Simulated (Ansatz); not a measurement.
**WS₂: geometry relaxation (part 1 of 3)**

System: WS₂ (3 atoms in the cell).
Method: DFT PBE, scalar-relativistic, plane waves, PAW, no spin polarisation (Ansatz 0.2.0).

The structure derives from a Materials Project entry.

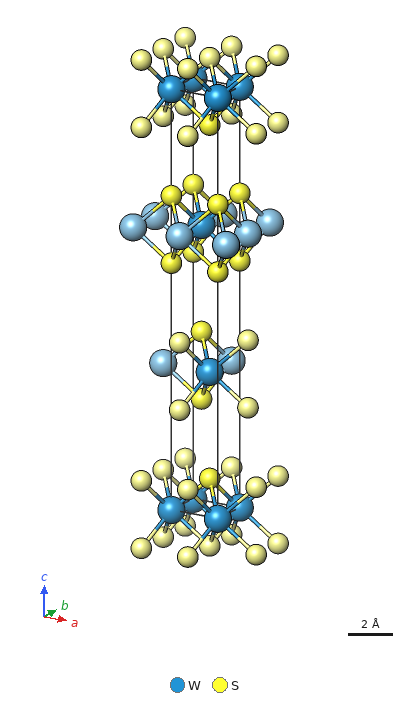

The starting structure (ball-and-stick view of the cell 3 times as large as that of the calculation, set on its symmetry axes, seen slightly off an axis; neighbours outside the cell are drawn fainter). An atom can appear more than once, as a periodic image. Near neighbours in the periodic cell (some may lie outside the picture): W has 6 S at 2.41 Å; S has 3 W at 2.41 Å.

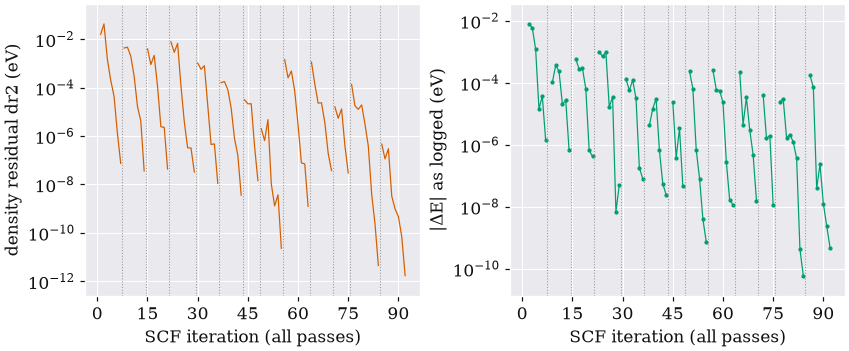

Convergence of the self-consistent field: density residual dr2 and size of the energy change against the SCF iteration. The dotted lines part the SCF passes of the relaxation: geometry steps, rejected trials and re-solves on a re-selected basis. The 13 passes take 5 to 9 iterations each, 92 in all.

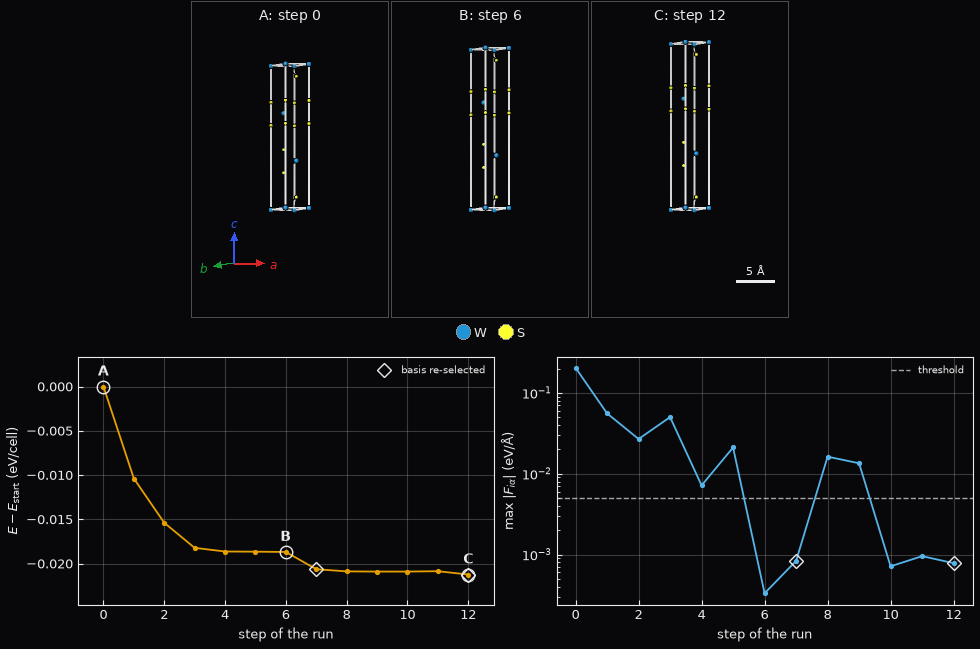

Frames of the relaxation (ball-and-stick view of the cell 3 times as large as that of the calculation, set on its symmetry axes, seen at an oblique angle) above the curves, on which the letters mark them (the first geometry is step 0 here and step 1 in the log).

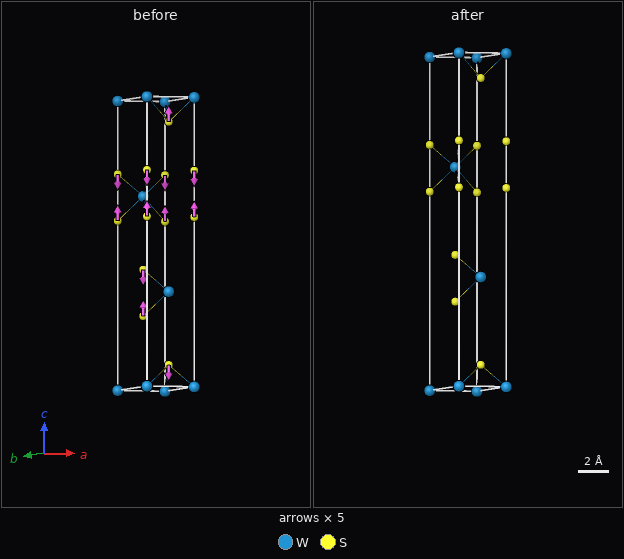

Before (left) and after (right) the relaxation, at one scale (ball-and-stick view of the cell 3 times as large as that of the calculation, set on its symmetry axes, seen at an oblique angle). The pink arrows give the displacements (without the part carried along by the change of the cell), magnified 5 times. After 10 geometry steps the energy has fallen by 20.9 meV per cell of the calculation. Largest force component: 0.2 eV/Å at the start, 0.00078 eV/Å at the end. Pressure: 1.79 GPa at the start and 0.00 GPa at the end. 1 further SCF at an unchanged geometry re-selected the plane-wave basis for the new cell. The largest moves relative to the cell, 0.23 Å, are those of S2 and S3. W stays in place. The volume changes by +15.4 %, with a = b 3.185 → 3.188 Å (+0.1 %), c 19.469 → 22.423 Å (+15.2 %). Distances before and after: W1–S2 2.411 → 2.420 Å. The space group stays R3m (No. 160). The energy change given includes the shifts at the re-selections in mid-walk, which come without any move. A last SCF at the same geometry on a re-selected plane-wave basis shifts the energy by −0.4 meV per cell of the calculation. (Atoms are counted from 1 in the order of the input.)

These pictures come from the run below.

**The input**
```yaml
crystal:
  lattice:
    - [1.5924332554, 0.9193917687, 6.4898005779]
    - [-1.5924332554, 0.9193917687, 6.4898005779]
    - [0.0, -1.8387835373, 6.4898005779]
  atoms:
    - { symbol: W, position: [0.00066787, 0.00066787, 0.00066787] }
    - { symbol: S, position: [0.41411232, 0.41411232, 0.41411232] }
    - { symbol: S, position: [0.25391981, 0.25391981, 0.25391981] }
basis:
  ecutwfc: 420
kpoints:
  mp_grid: { grid: [12, 12, 12] }
hamiltonian:
  xc: pbe
scf:
  occupations: { method: gaussian, width: 0.02 }
output:
  forces: true
  stress: true
  eigenvalues: true
relax:
  adjacent_minimum: "off"
  f_tol: 0.005
  max_steps: 80
  cell: { stress_tol: 0.05 }
```

Run as:
```bash
ansatz run input.yaml --threads 4 --pin off --max-ram 10240MiB --backend cpu --events-out ev --progress --plain --runs-dir out
```

**Output**
```
basis.fft_grid_basis auto: the FFT boxes are laid along the combinations [[1, 0, -1], [0, 1, -1], [0, 0, 1]] of the cell's own vectors, 3.185, 3.185 and 6.745 Å long. The dense box has 24×24×48 points. Along the cell's own vectors, as sized, it would have 48×48×48, 4.00 times as many. Of the 6 symmetry operations that the crystal satisfies within crystal.symmetry.tolerance (time reversal apart; of a slab, those that keep its plane) the dense box along the cell's own vectors carries 6, and the one as laid loses 4 of those. basis.fft_grid_basis: typed keeps the cell's own vectors: state it where this run's energies or levels are differenced outside the engine with another run's, or held beside a run that keeps those vectors.
Engine: ansatz 0.2.0, x86_64-unknown-linux-gnu
Pseudopotentials: kind: paw
Pseudopotential: W, paw, valence charge 14, recommended cutoff 420 eV (normal), W.paw.azcp
Pseudopotential: S, paw, valence charge 6, recommended cutoff 420 eV (normal), S.paw.azcp
Functional definition: PBE
  parameter kappa = 0.804
  parameter beta = 0.06672455060314922
  exchange = pbe_x(kappa = kappa, mu = beta*pi^2/3)
  correlation = pbe_c(beta = beta)
Crystal: 3 atoms, lattice volume = 57.009 Å³
Basis set: ecut = 420 eV, 1155 PW (Γ), FFT grids on a1−a3, a2−a3, a3, exchange–correlation on 48×48×96 points (8 copies of the dense FFT grid, shifted against one another)
Bands: 17, of which v1, the nominal top of the filled ones, is band 13 counted from 1 (12 counted from 0)
Symmetry: 6 space group operations
Space group: R3m (ITA 160), of the structure as read, at distance tolerance 3.8e-5 Å
k-points: 189 of 1728 (time reversal used)
Non-local potential: W, projectors of the file, l = 0: 3, l = 1: 2, l = 2: 2, l = 3: 1
Non-local potential: S, projectors of the file, l = 0: 2, l = 1: 2, l = 2: 2
PAW form: soft (Blöchl's): semilocal exchange-correlation on the pseudo side does not see the compensation charge
PAW one-centre angular grid: W, 590 points (default); XC on 64 Gauss nodes
PAW one-centre angular grid: S, 110 points (default); XC on 64 Gauss nodes
Initial density: superposition of atomic densities (neutral atoms: chi_scale 0, normalization atom), corrected by the library's trained network
Initial wavefunctions: pseudopotential atomic-orbital guess
Functional: x = pbe(κ = 0.804, μ = 0.2195149727645171), c = pbe(β = 0.06672455060314922)
SCF iter   1: F=—  HF=-12191.416932 eV  |F-HF|=—  |Δ(HF+E_count)|=         —  Δρ=5.33e-3  dr2=1.61e-2  ethr=1.77e-3  ⟨swp⟩=6.0  Hψ=19184  notcnv=0
preconditioner: auto → none  [insulator: Δε(μ)=1.205 eV  Ē_g=8.729 eV  σ=0.020 eV  W_gap=1.00  n_scr=16 (ndim 8)  ℏωp=20.9 eV  f_vac=0.047  D(μ)=0.00/eV (n_scr^D=0)  ε∞_Penn≈6.7]
SCF iter   2: F=—  HF=-12191.424906 eV  |F-HF|=—  |Δ(HF+E_count)|=   7.97e-3  Δρ=5.11e-3  dr2=4.32e-2  ethr=6.18e-5  ⟨swp⟩=3.2  Hψ=7439  notcnv=0
SCF iter   3: F=—  HF=-12191.418885 eV  |F-HF|=—  |Δ(HF+E_count)|=   6.02e-3  Δρ=2.04e-3  dr2=1.52e-3  ethr=6.18e-5  ⟨swp⟩=3.0  Hψ=5698  notcnv=0
SCF iter   4: F=—  HF=-12191.420107 eV  |F-HF|=—  |Δ(HF+E_count)|=   1.22e-3  Δρ=4.55e-4  dr2=2.06e-4  ethr=5.83e-6  ⟨swp⟩=2.0  Hψ=5295  notcnv=0
SCF iter   5: F=—  HF=-12191.420122 eV  |F-HF|=—  |Δ(HF+E_count)|=   1.44e-5  Δρ=1.73e-4  dr2=4.44e-5  ethr=7.93e-7  ⟨swp⟩=2.0  Hψ=4661  notcnv=0
SCF iter   6: F=—  HF=-12191.420084 eV  |F-HF|=—  |Δ(HF+E_count)|=   3.73e-5  Δρ=6.10e-5  dr2=1.34e-6  ethr=1.71e-7  ⟨swp⟩=2.2  Hψ=4257  notcnv=0
SCF iter   7: F=-12191.420086 eV  HF=-12191.420086 eV  |F-HF|=1.23e-7  |Δ(HF+E_count)|=   1.39e-6  Δρ=1.50e-5  dr2=7.41e-8  ethr=3.85e-10  ⟨swp⟩=4.2  Hψ=15651  notcnv=0
SCF 1 converged in 7 iterations: F = -12191.420086 eV  dr2 = 7.41e-8
  greatest PAW one-centre occupation: 1.000 electrons in one spin orbital (limit 2), on the W atom at site 0 (counted from 0), in its partial waves of l = 0
relax step   1: F+E_penalty+E_count = -12191.42008583 eV  Δ(F+E_penalty+E_count) = +0.000e0 eV  max|allowed force component| = 2.049e-1 eV/Å  Δτ_max = 0.0000 Å  P = +1.786 GPa  Ω = 57.009 Å³  (7 SCF iters, dr2 threshold 1.00e-7 eV, accepted)
Crystal: 3 atoms, lattice volume = 58.788 Å³
Basis set: ecut = 420 eV, 1175 PW (Γ), FFT grids on a1−a3, a2−a3, a3, exchange–correlation on 48×48×96 points (8 copies of the dense FFT grid, shifted against one another)
Initial density: handed on by an earlier stage of this run
Initial wavefunctions: those handed on with the density
iter 1 solved again at ethr=1.65e-5 eV; its pass at ethr=3.10e-3 eV (dr2=4.29e-3 eV) is discarded
SCF iter   1: F=—  HF=-12191.431223 eV  |F-HF|=—  |Δ(HF+E_count)|=         —  Δρ=2.60e-3  dr2=4.35e-3  ethr=1.65e-5  ⟨swp⟩=2.1  Hψ=22201  notcnv=0
preconditioner: auto → none  [insulator: Δε(μ)=1.342 eV  Ē_g=8.671 eV  σ=0.020 eV  W_gap=1.00  n_scr=16 (ndim 8)  ℏωp=20.5 eV  f_vac=0.082  D(μ)=0.00/eV (n_scr^D=0)  ε∞_Penn≈6.6]
SCF iter   2: F=—  HF=-12191.431119 eV  |F-HF|=—  |Δ(HF+E_count)|=   1.04e-4  Δρ=1.76e-3  dr2=4.71e-3  ethr=1.65e-5  ⟨swp⟩=2.7  Hψ=5423  notcnv=0
SCF iter   3: F=—  HF=-12191.430751 eV  |F-HF|=—  |Δ(HF+E_count)|=   3.68e-4  Δρ=1.22e-3  dr2=2.01e-3  ethr=1.65e-5  ⟨swp⟩=2.0  Hψ=5234  notcnv=0
SCF iter   4: F=—  HF=-12191.430519 eV  |F-HF|=—  |Δ(HF+E_count)|=   2.32e-4  Δρ=5.67e-4  dr2=3.06e-4  ethr=7.72e-6  ⟨swp⟩=1.0  Hψ=3218  notcnv=0
SCF iter   5: F=—  HF=-12191.430499 eV  |F-HF|=—  |Δ(HF+E_count)|=   2.06e-5  Δρ=1.46e-4  dr2=1.70e-5  ethr=1.18e-6  ⟨swp⟩=2.2  Hψ=3923  notcnv=0
SCF iter   6: F=—  HF=-12191.430472 eV  |F-HF|=—  |Δ(HF+E_count)|=   2.71e-5  Δρ=4.38e-5  dr2=4.15e-6  ethr=6.54e-8  ⟨swp⟩=2.0  Hψ=4398  notcnv=0
SCF iter   7: F=-12191.430471 eV  HF=-12191.430471 eV  |F-HF|=1.17e-9  |Δ(HF+E_count)|=   6.76e-7  Δρ=1.06e-5  dr2=3.64e-8  ethr=1.15e-9  ⟨swp⟩=4.8  Hψ=14841  notcnv=0
SCF 2 converged in 7 iterations: F = -12191.430471 eV  dr2 = 3.64e-8
relax step   2: F+E_penalty+E_count = -12191.43047084 eV  Δ(F+E_penalty+E_count) = -1.039e-2 eV  max|allowed force component| = 5.588e-2 eV/Å  Δτ_max = 0.0289 Å  P = -0.167 GPa  Ω = 58.788 Å³  energy of the carried Pulay correction = -2.881e-4 eV  (7 SCF iters, dr2 threshold 3.00e-7 eV, accepted)
Crystal: 3 atoms, lattice volume = 60.278 Å³
Basis set: ecut = 420 eV, 1193 PW (Γ), FFT grids on a1−a3, a2−a3, a3, exchange–correlation on 48×48×96 points (8 copies of the dense FFT grid, shifted against one another)
iter 1 solved again at ethr=1.53e-5 eV; its pass at ethr=3.10e-3 eV (dr2=3.97e-3 eV) is discarded
SCF iter   1: F=—  HF=-12191.435994 eV  |F-HF|=—  |Δ(HF+E_count)|=         —  Δρ=3.09e-3  dr2=4.03e-3  ethr=1.53e-5  ⟨swp⟩=2.1  Hψ=22490  notcnv=0
preconditioner: auto → none  [insulator: Δε(μ)=1.437 eV  Ē_g=8.666 eV  σ=0.020 eV  W_gap=1.00  n_scr=16 (ndim 8)  ℏωp=20.3 eV  f_vac=0.116  D(μ)=0.00/eV (n_scr^D=0)  ε∞_Penn≈6.5]
SCF iter   2: F=—  HF=-12191.435419 eV  |F-HF|=—  |Δ(HF+E_count)|=   5.75e-4  Δρ=1.39e-3  dr2=9.02e-4  ethr=1.53e-5  ⟨swp⟩=2.0  Hψ=5427  notcnv=0
SCF iter   3: F=—  HF=-12191.435699 eV  |F-HF|=—  |Δ(HF+E_count)|=   2.80e-4  Δρ=1.16e-3  dr2=2.16e-3  ethr=3.47e-6  ⟨swp⟩=2.5  Hψ=6073  notcnv=0  recentre
SCF iter   4: F=—  HF=-12191.435407 eV  |F-HF|=—  |Δ(HF+E_count)|=   2.92e-4  Δρ=3.88e-4  dr2=1.14e-4  ethr=3.47e-6  ⟨swp⟩=2.0  Hψ=4954  notcnv=0
SCF iter   5: F=—  HF=-12191.435471 eV  |F-HF|=—  |Δ(HF+E_count)|=   6.36e-5  Δρ=7.23e-5  dr2=2.44e-6  ethr=4.39e-7  ⟨swp⟩=2.2  Hψ=4346  notcnv=0
SCF iter   6: F=—  HF=-12191.435471 eV  |F-HF|=—  |Δ(HF+E_count)|=   6.65e-7  Δρ=2.95e-5  dr2=2.29e-6  ethr=9.40e-9  ⟨swp⟩=2.0  Hψ=4901  notcnv=0
SCF iter   7: F=-12191.435471 eV  HF=-12191.435471 eV  |F-HF|=1.18e-8  |Δ(HF+E_count)|=   4.21e-7  Δρ=1.02e-5  dr2=4.32e-8  ethr=1.15e-9  ⟨swp⟩=4.2  Hψ=13978  notcnv=0
SCF 3 converged in 7 iterations: F = -12191.435471 eV  dr2 = 4.32e-8
relax step   3: F+E_penalty+E_count = -12191.43547089 eV  Δ(F+E_penalty+E_count) = -5.000e-3 eV  max|allowed force component| = 2.690e-2 eV/Å  Δτ_max = 0.0397 Å  P = -0.084 GPa  Ω = 60.278 Å³  energy of the carried Pulay correction = -5.228e-4 eV  (7 SCF iters, dr2 threshold 3.00e-7 eV, accepted)
Crystal: 3 atoms, lattice volume = 62.221 Å³
Basis set: ecut = 420 eV, 1229 PW (Γ), FFT grids on a1−a3, a2−a3, a3, exchange–correlation on 48×48×96 points (8 copies of the dense FFT grid, shifted against one another)
iter 1 solved again at ethr=2.98e-5 eV; its pass at ethr=3.10e-3 eV (dr2=7.74e-3 eV) is discarded
```
